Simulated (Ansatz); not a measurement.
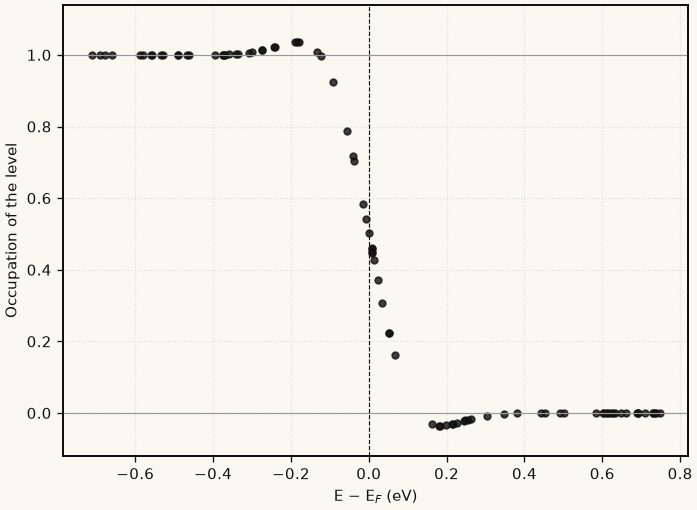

Occupations of the one-electron levels of the k mesh against their energy, from a run on Sn, space group I4/mmm (No. 139), 1 atom in the cell, with Ansatz.

### Which smearing scheme was used (Fermi-Dirac, Gaussian, Methfessel-Paxton or cold), and about what width?

Methfessel-Paxton smearing with a width of 0.15 eV. The occupations overshoot on both sides, up to 1.035 below the Fermi level and down to −0.035 above it; for the first-order scheme these extremes (±0.035) lie 1.22 widths, here 0.18 eV, from the Fermi level.
